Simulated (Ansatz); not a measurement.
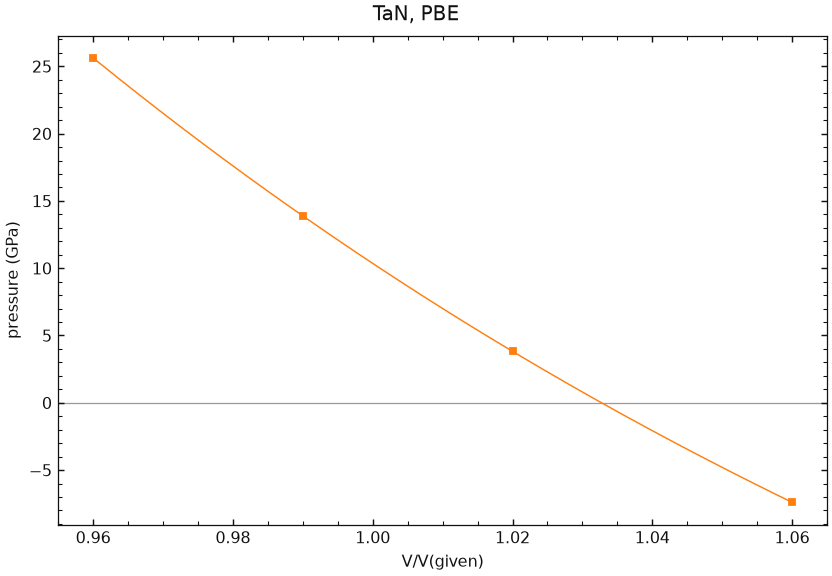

The picture above shows the pressure against V/V(given) for TaN, space group P6/mmm (No. 191).

The given structure:
```cif
data_structure
_symmetry_space_group_name_H-M 'P 1'
_symmetry_Int_Tables_number 1
_cell_length_a 5.1850
_cell_length_b 5.1850
_cell_length_c 2.9080
_cell_angle_alpha 90.000
_cell_angle_beta 90.000
_cell_angle_gamma 120.000
_cell_volume 67.70
loop_
_atom_site_label
_atom_site_type_symbol
_atom_site_fract_x
_atom_site_fract_y
_atom_site_fract_z
_atom_site_occupancy
Ta1 Ta 0.00000 0.00000 0.00000 1
Ta2 Ta 0.33333 0.66667 0.50000 1
Ta3 Ta 0.66667 0.33333 0.50000 1
N1 N 0.50000 0.00000 0.00000 1
N2 N 0.50000 0.50000 0.00000 1
N3 N 0.00000 0.50000 0.00000 1
```

Computed with Ansatz 0.2.0: periodic Kohn-Sham DFT of a crystal at fixed atoms, scaled to the stated factor times the given cell; pressure positive in compression. Level: PBE.

method frozen-core PAW; relativity scalar; k mesh 5×5×8; occupations Fermi–Dirac; smearing width 0.03 eV; wave cutoff 420 eV; PAW set soft_2.

V(given) is 11.28 Å³/atom.

From this curve and the settings, what does the calculation give for the largest field gradient Vzz at the same points?

The largest field gradient Vzz rises from −46.905 1e21 V/m² at V/V(given) 0.96 to −45.784 1e21 V/m² at 1.06.

| V/V(given) | largest field gradient Vzz (1e21 V/m²) |
| --- | --- |
| 0.96 | −46.905 |
| 0.99 | −46.690 |
| 1.02 | −46.357 |
| 1.06 | −45.784 |

Limits of the calculation: field gradient without spin-orbit coupling on heavy atoms; no gap: field gradients move with the k mesh; no spin-orbit coupling on heavy atoms; shape and atomic fractions are frozen while scaling, which makes layered, chain and framework solids too stiff.
